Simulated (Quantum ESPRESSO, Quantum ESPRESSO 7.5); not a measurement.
**2H-WSe2, 2 layers, AA' stacking: a series in the share of short-range exact exchange**

Wanted: a table for 2H-WSe2, 2 layers, AA' stacking against the share of short-range exact exchange, and what can be fitted to it.

Calculated with Quantum ESPRESSO 7.5; plane-wave DFT, PBE, SG15 norm-conserving pseudopotentials (geometry by pw.x at PBE-D3(BJ), GBRV ultrasoft).

### 1. The starting structure

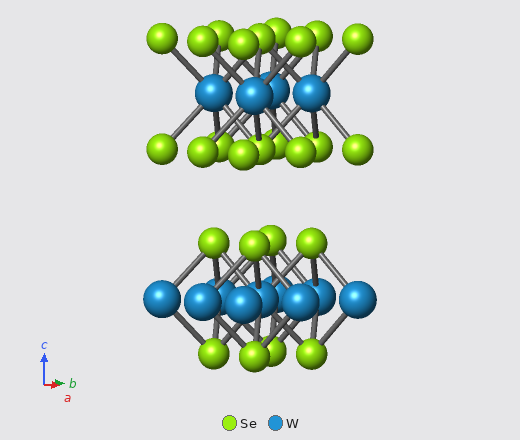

The cell as given, from the side, with the c axis up (selenium green, tungsten blue). 2×2×1 cells are drawn. Bonds to atoms that aren't drawn are left out. Some periodic images of atoms are drawn too.

The cell holds 6 atoms: 4 Se and 2 W. Its edges and angles: a = 3.320 Å, b = 3.320 Å, c = 25.681 Å, α = 90.0°, β = 90.0°, γ = 120.0°. It derives from WSe2. Vacuum lies along c.

Set-up: Cell and atoms are relaxed under PBE-D3(BJ) (GBRV files) and held. Screened hybrids with norm-conserving files, screening 0.106 per bohr, fixed occupations, a 9×9×1 mesh with exchange on 3×3×1 q points. Levels count from the potential in the middle of the vacuum.

### 2. Relaxing cell and ions of the reference

What the set-up leaves free in this member is relaxed.

Contents of ref.relax.in:

```
&control
  prefix = 'ref.relax'
  outdir = './out'
  pseudo_dir = './pseudo'
  nstep = 80
  forc_conv_thr = 0.0004
  calculation = 'vc-relax'
  etot_conv_thr = 1e-06
/
&system
  ibrav = 0
  nat = 6
  ntyp = 2
  ecutwfc = 50
  ecutrho = 250
  vdw_corr = 'grimme-d3'
  dftd3_version = 4
  occupations = 'smearing'
  smearing = 'fd'
  degauss = 0.004
/
&electrons
  conv_thr = 1e-09
  mixing_beta = 0.4
  electron_maxstep = 120
  mixing_mode = 'plain'
/
&ions
/
&cell
  cell_dofree = '2Dxy'
  press_conv_thr = 0.3
/
ATOMIC_SPECIES
  Se  78.9710  se_pbe_v1.uspp.F.UPF
  W   183.8400  w_pbe_v1.2.uspp.F.UPF
CELL_PARAMETERS angstrom
  3.32000000000000 0.00000000000000 0.00000000000000
  -1.66000000000000 2.87520434056434 0.00000000000000
  0.00000000000000 0.00000000000000 25.68069586780981
ATOMIC_POSITIONS crystal
  Se  0.333333333300 0.666666666700 0.292048160946
  W   0.000000000000 0.000000000000 0.364872276639
  Se  0.333333333300 0.666666666700 0.437696392332
  Se  0.000000000000 0.000000000000 0.562303607668
  W   0.333333333300 0.666666666700 0.635127723361
  Se  0.000000000000 0.000000000000 0.707951839054
K_POINTS automatic
  12 12 1 0 0 0
```

On the command line:

```
$ OMP_NUM_THREADS=1 mpirun -n 8 pw.x -nk 8 -in ref.relax.in > ref.relax.out
```

The program printed:

```text
Program PWSCF v.7.5 starts
[citation notice left out]

     Parallel version (MPI & OpenMP), running on       8 processor cores
     Number of MPI processes:                 8
     Threads/MPI process:                     1

     MPI processes distributed on     1 nodes
[...]
Current dimensions of program PWSCF are:
     Max number of different atomic species (ntypx) = 10
     Max number of k-points (npk) =  40000
     Max angular momentum in pseudopotentials (lmaxx) =  4
     Message from routine setup:
     using ibrav=0 with symmetry is DISCOURAGED, use correct ibrav instead

     K-points division:     npool     =       8
     Subspace diagonalization in iterative solution of the eigenvalue problem:
     a serial algorithm will be used

     G-vector sticks info
     --------------------
     sticks:   dense  smooth     PW     G-vecs:    dense   smooth      PW
     Sum         673     547    163               110297    79065   13001

     Using Slab Decomposition

     bravais-lattice index     =            0
     lattice parameter (alat)  =       6.2739  a.u.
     unit-cell volume          =    1654.2845 (a.u.)^3
     number of atoms/cell      =            6
     number of atomic types    =            2
     number of electrons       =        52.00
     number of Kohn-Sham states=           31
     kinetic-energy cutoff     =      50.0000  Ry
     charge density cutoff     =     250.0000  Ry
     scf convergence threshold =      1.0E-09
     mixing beta               =       0.4000
     number of iterations used =            8  plain     mixing
     energy convergence thresh.=      1.0E-06
     force convergence thresh. =      4.0E-04
     press convergence thresh. =      3.0E-01
     Exchange-correlation= SLA  PW   PBE  PBE
                           (   1   4   3   4   0   0   0)
     nstep                     =           80

     celldm(1)=   6.273891  celldm(2)=   0.000000  celldm(3)=   0.000000
     celldm(4)=   0.000000  celldm(5)=   0.000000  celldm(6)=   0.000000

     crystal axes: (cart. coord. in units of alat)
               a(1) = (   1.000000   0.000000   0.000000 )
               a(2) = (  -0.500000   0.866025   0.000000 )
               a(3) = (   0.000000   0.000000   7.735149 )

     reciprocal axes: (cart. coord. in units 2 pi/alat)
               b(1) = (  1.000000  0.577350 -0.000000 )
               b(2) = (  0.000000  1.154701  0.000000 )
               b(3) = (  0.000000 -0.000000  0.129280 )

     PseudoPot. # 1 for Se read from file:
     ./pseudo/se_pbe_v1.uspp.F.UPF
     Pseudo is Ultrasoft + core correction, Zval =  6.0
     Generated by new atomic code, or converted to UPF format
     Using radial grid of  877 points,  6 beta functions with:
                l(1) =   0
                l(2) =   0
                l(3) =   1
                l(4) =   1
                l(5) =   2
                l(6) =   2
     Q(r) pseudized with  8 coefficients,  rinner =    1.300   1.300   1.300
                                                       1.300   1.300

     PseudoPot. # 2 for W  read from file:
     ./pseudo/w_pbe_v1.2.uspp.F.UPF
     Pseudo is Ultrasoft + core correction, Zval = 14.0
     Generated by new atomic code, or converted to UPF format
     Using radial grid of  923 points,  8 beta functions with:
                l(1) =   0
                l(2) =   0
                l(3) =   0
                l(4) =   1
                l(5) =   1
                l(6) =   2
                l(7) =   2
                l(8) =   3
     Q(r) pseudized with  6 coefficients,  rinner =    1.350   1.350   1.350
                                                       1.350   1.350   1.350
                                                       1.350

     atomic species   valence    mass     pseudopotential
     Se                6.00    78.97100     Se( 1.00)
     W                14.00   183.84000     W ( 1.00)

     12 Sym. Ops., with inversion, found ( 6 have fractional translation)

   Cartesian axes

     site n.     atom                  positions (alat units)
         1        Se     tau(   1) = (  -0.0000000   0.5773503   2.2590361  )
         2        W      tau(   2) = (   0.0000000   0.0000000   2.8223416  )
         3        Se     tau(   3) = (  -0.0000000   0.5773503   3.3856470  )
         4        Se     tau(   4) = (   0.0000000   0.0000000   4.3495024  )
         5        W      tau(   5) = (  -0.0000000   0.5773503   4.9128078  )
         6        Se     tau(   6) = (   0.0000000   0.0000000   5.4761132  )

     --------------------------------------------
     DFT-D3 Dispersion Correction (3-body terms):
     --------------------------------------------
       Reference C6 values for interpolation:

         atom   Coordination number   C6
         Se         0.000           427.35
         Se         0.990           427.57
         Se         1.981           421.05
         W          0.000          1628.72
         W          1.929          1086.81
         W         10.915           796.19

       Values used:

         atom   Coordination number  R0_AB[au]  C6      C8
         Se         3.683            3.332    421.05  29958.36
         W          8.392            3.766    796.19 128250.55
         Se         3.790            3.332    421.05  29958.36
         Se         3.790            3.332    421.05  29958.36
         W          8.392            3.766    796.19 128250.55
         Se         3.683            3.332    421.05  29958.36

         Molecular C6 ( Ry / a.u.^6 ) =     19173.74

     number of k points=    19  Fermi-Dirac smearing, width (Ry)=  0.0040
                       cart. coord. in units 2pi/alat
        k(    1) = (   0.0000000   0.0000000   0.0000000), wk =   0.0138889
        k(    2) = (   0.0000000   0.0962250   0.0000000), wk =   0.0833333
        k(    3) = (   0.0000000   0.1924501   0.0000000), wk =   0.0833333
        k(    4) = (   0.0000000   0.2886751   0.0000000), wk =   0.0833333
        k(    5) = (   0.0000000   0.3849002   0.0000000), wk =   0.0833333
        k(    6) = (   0.0000000   0.4811252   0.0000000), wk =   0.0833333
        k(    7) = (   0.0000000  -0.5773503   0.0000000), wk =   0.0416667
        k(    8) = (   0.0833333   0.1443376   0.0000000), wk =   0.0833333
        k(    9) = (   0.0833333   0.2405626   0.0000000), wk =   0.1666667
        k(   10) = (   0.0833333   0.3367877   0.0000000), wk =   0.1666667
[...]
k(   19) = (   0.3333333   0.5773503   0.0000000), wk =   0.0277778

     Dense  grid:   110297 G-vectors     FFT dimensions: (  36,  36, 250)

[...]
negative rho (up, down):  1.374E-01 0.000E+00

     total cpu time spent up to now is       71.0 secs

     total energy              =    -493.08732577 Ry
     estimated scf accuracy    <       0.00764205 Ry

[...]
iteration # 12     ecut=    50.00 Ry     beta= 0.40
[...]
negative rho (up, down):  1.373E-01 0.000E+00

[...]
End of self-consistent calculation

[...]
the Fermi energy is     3.7509 ev

!    total energy              =    -493.09039185 Ry
     estimated scf accuracy    <          9.1E-10 Ry
     smearing contrib. (-TS)   =      -0.00000013 Ry
     internal energy E=F+TS    =    -493.09039172 Ry

     The total energy is F=E-TS. E is the sum of the following terms:
     one-electron contribution =   -2260.55908255 Ry
     hartree contribution      =    1137.09001409 Ry
     xc contribution           =    -201.30061569 Ry
     ewald contribution        =     831.84230676 Ry
     DFT-D3 Dispersion         =      -0.16301433 Ry

     convergence has been achieved in  12 iterations

     negative rho (up, down):  1.373E-01 0.000E+00

     Forces acting on atoms (cartesian axes, Ry/au):

     atom    1 type  1   force =     0.00000000    0.00000000    0.03984565
     atom    2 type  2   force =    -0.00000000   -0.00000000    0.00168363
     atom    3 type  1   force =     0.00000000    0.00000000   -0.03747723
     atom    4 type  1   force =    -0.00000000    0.00000000    0.03747723
     atom    5 type  2   force =     0.00000000    0.00000000   -0.00168363
     atom    6 type  1   force =    -0.00000000    0.00000000   -0.03984565

     Total force =     0.077396     Total SCF correction =     0.000201

     Computing stress (Cartesian axis) and pressure

     negative rho (up, down):  1.373E-01 0.000E+00
          total   stress  (Ry/bohr**3)                   (kbar)     P=      -24.02
  -0.00006455   0.00000000   0.00000000           -9.50        0.00        0.00
   0.00000000  -0.00006455   0.00000000            0.00       -9.50        0.00
  -0.00000000  -0.00000000  -0.00036065           -0.00       -0.00      -53.05

     Energy error            =      2.9E-02 Ry
     Gradient error          =      4.0E-02 Ry/Bohr
     Cell gradient error     =      9.5E+00 kbar

     number of scf cycles    =   3
     number of bfgs steps    =   2

     enthalpy           old  =    -493.0612821810 Ry
     enthalpy           new  =    -493.0903918500 Ry

     CASE: enthalpy          _new < enthalpy          _old

     new trust radius        =       0.1143486636 bohr
     new conv_thr            =       0.0000000010 Ry

     new unit-cell volume =   1579.01775 a.u.^3 (   233.98629 Ang^3 )
     density =      4.85107 g/cm^3

CELL_PARAMETERS (angstrom)
   3.243594055  -0.000000000   0.000000000
  -1.621797027   2.809034851   0.000000000
   0.000000000   0.000000000  25.680695868

ATOMIC_POSITIONS (crystal)
Se               0.3333333333        0.6666666667        0.2988102890
W                0.0000000000        0.0000000000        0.3649783935
Se               0.3333333333        0.6666666667        0.4311935983
Se              -0.0000000000       -0.0000000000        0.5688064017
W                0.3333333333        0.6666666667        0.6350216065
Se               0.0000000000        0.0000000000        0.7011897110

[...]
NEW-OLD atomic charge density approx. for the potential
     New effective cutoffs (rho, wfc):  261.23   52.37

     negative rho (up, down):  1.379E-01 0.000E+00

     total cpu time spent up to now is       95.2 secs

     per-process dynamical memory:   126.7 Mb

[...]
!    total energy              =    -493.09831994 Ry
[...]
Total force =     0.006961     Total SCF correction =     0.000074
[...]
number of bfgs steps    =   3
[...]
new trust radius        =       0.0218961641 bohr
[...]
!    total energy              =    -493.09907023 Ry
[...]
Total force =     0.007542     Total SCF correction =     0.000001
[...]
number of bfgs steps    =   4
[...]
new trust radius        =       0.0318674978 bohr
[...]
!    total energy              =    -493.09974720 Ry
[...]
Total force =     0.010850     Total SCF correction =     0.000002
[...]
number of bfgs steps    =   5
[...]
new trust radius        =       0.0370461776 bohr
[...]
!    total energy              =    -493.10236498 Ry
[...]
Total force =     0.019072     Total SCF correction =     0.000003
[...]
number of bfgs steps    =  17
[...]
new trust radius        =       0.0126103213 bohr
[...]
Self-consistent Calculation

     iteration #  1     ecut=    50.00 Ry     beta= 0.40
     Davidson diagonalization with overlap
     ethr =  1.00E-06,  avg # of iterations =  4.9

     Threshold (ethr) on eigenvalues was too large:
     Diagonalizing with lowered threshold

     Davidson diagonalization with overlap
     ethr =  2.88E-08,  avg # of iterations =  4.2

     negative rho (up, down):  1.410E-01 0.000E+00

     total cpu time spent up to now is      482.6 secs

     total energy              =    -493.10253542 Ry
     estimated scf accuracy    <       0.00003556 Ry

[...]
iteration #  8     ecut=    50.00 Ry     beta= 0.40
[...]
negative rho (up, down):  1.410E-01 0.000E+00

[...]
End of self-consistent calculation

          k = 0.0000 0.0000 0.0000 (  9847 PWs)   bands (ev):

   -71.0549 -71.0549 -35.3059 -35.3059 -35.1702 -35.1702 -35.1702 -35.1702
   -11.9727 -11.8326 -10.7345 -10.5143  -3.6347  -3.0476   0.1419   0.6233
     0.6233   0.6327   0.6327   1.3317   1.7583   1.7583   1.7880   1.7880
     2.4072   3.1034   5.9461   5.9461   5.9863   5.9863   6.1028

          k = 0.0000 0.0973 0.0000 (  9779 PWs)   bands (ev):

   -71.0542 -71.0542 -35.3028 -35.3028 -35.1864 -35.1864 -35.1740 -35.1740
   -11.8668 -11.7270 -10.6778 -10.4633  -3.5004  -2.9135   0.0065   0.3011
     0.3172   0.7242   0.7377   0.9420   1.5763   1.6094   1.7393   1.9096
     2.4080   2.9831   5.6996   5.7322   5.7432   5.8202   5.9265

          k = 0.0000 0.1946 0.0000 (  9814 PWs)   bands (ev):

   -71.0523 -71.0523 -35.2944 -35.2943 -35.2304 -35.2304 -35.1843 -35.1843
   -11.5626 -11.4245 -10.5153 -10.3180  -3.1264  -2.5447  -0.4799  -0.4426
    -0.3477   0.2651   1.0001   1.0275   1.1546   1.1922   1.4972   1.8275
     2.3085   2.5656   5.0159   5.2958   5.5159   5.6179   5.7648

          k = 0.0000 0.2920 0.0000 (  9852 PWs)   bands (ev):

   -71.0496 -71.0496 -35.2899 -35.2899 -35.2829 -35.2828 -35.1984 -35.1984
   -11.1027 -10.9704 -10.2714 -10.1032  -2.6422  -2.1239  -1.3879  -1.2681
    -0.8786  -0.5303   0.6786   0.7261   1.0995   1.3821   1.4281   1.4818
     1.9712   2.0417   4.7554   5.1794   5.3426   5.4781   5.6966

          k = 0.0000 0.3893 0.0000 (  9872 PWs)   bands (ev):

   -71.0470 -71.0470 -35.3488 -35.3487 -35.2713 -35.2713 -35.2124 -35.2124
   -10.5687 -10.4509  -9.9941  -9.8665  -2.6688  -2.4686  -1.8628  -1.4935
    -1.4211  -1.1697   0.2845   0.3360   0.8021   1.1326   1.6511   1.7299
     1.7847   1.8119   4.9725   5.2595   5.3446   5.3550   6.0786

          k = 0.0000 0.4866 0.0000 (  9888 PWs)   bands (ev):

   -71.0450 -71.0450 -35.3914 -35.3914 -35.2629 -35.2628 -35.2227 -35.2227
   -10.1013 -10.0105  -9.7593  -9.6804  -3.2743  -3.1158  -2.1428  -1.9876
    -1.4690  -1.0985   0.0291   0.0830   0.6898   0.9074   1.7271   1.8713
     1.9414   2.0601   5.3616   5.4067   5.4111   5.6459   6.3709

[...]
-71.0437 -71.0437 -35.3877 -35.3876 -35.2633 -35.2633 -35.
[key lines of the parts left out:]
total energy              =    -493.10254953 Ry
the Fermi energy is     3.7443 ev
convergence has been achieved in  11 iterations
```

Wall time 11 min (8 MPI ranks of Arm Neoverse V2, shared host); peak memory 2 GiB; 84 min of CPU time.

The steps of the relaxation (22 of 24):

| step | energy less that of the first step (eV) | largest force (eV/Å) | volume (Å³) |
| --- | --- | --- | --- |
| 1 | 0.0000 | 2.6178 | 245.14 |
| 2 | -0.5934 | 1.9318 | 240.84 |
| 3 | -0.9894 | 1.0245 | 236.80 |
| 4 | -1.0973 | 0.1122 | 233.99 |
| 5 | -1.1075 | 0.1223 | 235.28 |
| 6 | -1.1167 | 0.1703 | 237.16 |
| 8 | -1.1242 | 0.0526 | 239.81 |
| 9 | -1.1245 | 0.0520 | 239.83 |
| 10 | -1.1249 | 0.0723 | 239.81 |
| 11 | -1.1256 | 0.0932 | 239.78 |
| 12 | -1.1267 | 0.1158 | 239.75 |
| 13 | -1.1283 | 0.1412 | 239.71 |
| 14 | -1.1309 | 0.1701 | 239.67 |
| 15 | -1.1346 | 0.2026 | 239.62 |
| 16 | -1.1400 | 0.2359 | 239.57 |
| 17 | -1.1468 | 0.2618 | 239.53 |
| 19 | -1.1548 | 0.1959 | 239.66 |
| 20 | -1.1578 | 0.1082 | 239.81 |
| 21 | -1.1591 | 0.0016 | 239.96 |
| 22 | -1.1591 | 0.0002 | 239.96 |
| 23 | -1.1591 | 0.0000 | 239.96 |
| 24 | -1.1567 | 0.0001 | 239.96 |

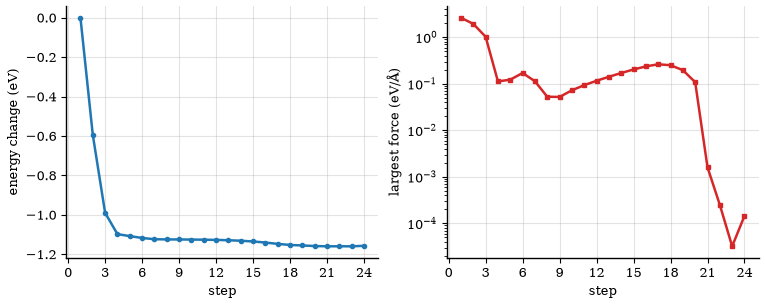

Energy and largest force along the relaxation.

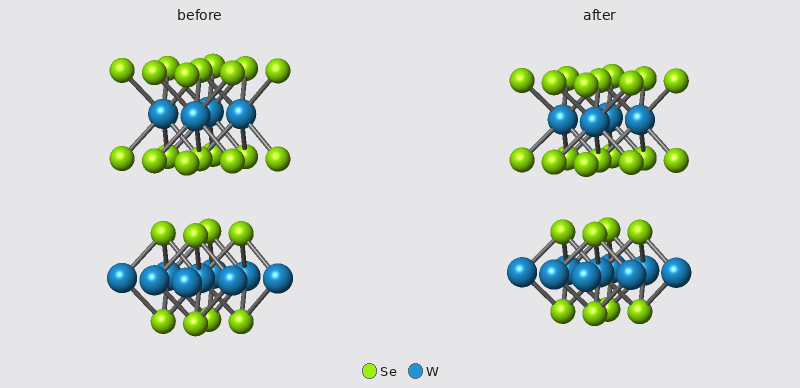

The structure before and after the relaxation, drawn at the same scale. Bonds to atoms that aren't drawn are left out.

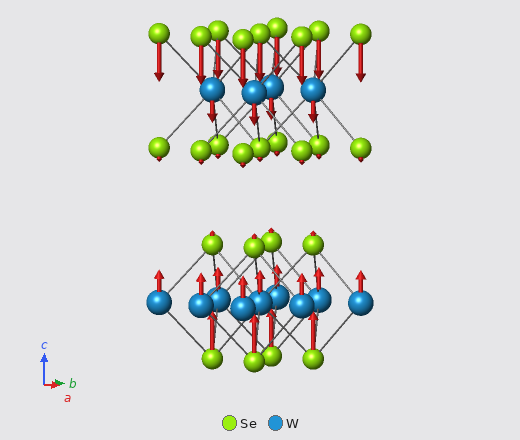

Displacements in the relaxation, exaggerated, measured against the changing cell; the longest in the cell stands for 0.43 Å. Bonds to atoms that aren't drawn are left out. 2×2×1 cells are drawn. Some periodic images of atoms are drawn too.

| cell as run | before | after | change |
| --- | --- | --- | --- |
| a (Å) | 3.320 | 3.285 | -1.1 % |
| b (Å) | 3.320 | 3.285 | -1.1 % |

The atoms that moved most (Å, along periodic axes as changes of fractional coordinates times the final cell, across vacuum about the mean position):

| atom | dx | dy | dz | length |
| --- | --- | --- | --- | --- |
| Se6 | 0.000 | 0.000 | -0.428 | 0.428 |
| Se1 | 0.000 | 0.000 | 0.428 | 0.428 |
| W5 | 0.000 | 0.000 | -0.243 | 0.243 |
| W2 | 0.000 | 0.000 | 0.243 | 0.243 |
| Se3 | 0.000 | 0.000 | 0.059 | 0.059 |
| Se4 | 0.000 | 0.000 | -0.059 | 0.059 |

Final coordinates:

```xyz
6
Lattice="3.2847 0.0000 0.0000 -1.6424 2.8447 0.0000 0.0000 0.0000 25.6807" Properties=species:S:1:pos:R:3
Se    0.0000    1.8964    7.9279
W     0.0000    0.0000    9.6136
Se    0.0000    1.8964   11.2991
Se    0.0000    0.0000   14.3816
W     0.0000    1.8964   16.0671
Se    0.0000    0.0000   17.7528
```

 The last row is no step: it is a fresh SCF in the final cell with a new plane-wave basis, +2 meV from the row before.

This step gave:

| Property | Result |
| --- | --- |
| free energy | -6709.0038 eV |
| Fermi energy | 3.712 eV |

(Continued in part 2 of 3.)

[Logs are printed without paths, hosts, clocks, repeated set-up lines and the standing remarks that a program may print on its own settings, such as how far it seeks lower states.]

[Hosts, paths, dates, database ids (printed as entryN), source tags and the programs' standing remarks are cut or masked in the printed files.]

[Maps of the electrostatic potential energy from Ansatz leave out the sawtooth potential of an applied field or a dipole correction, so their vacuum need not be flat; planar profiles and work functions include it.]
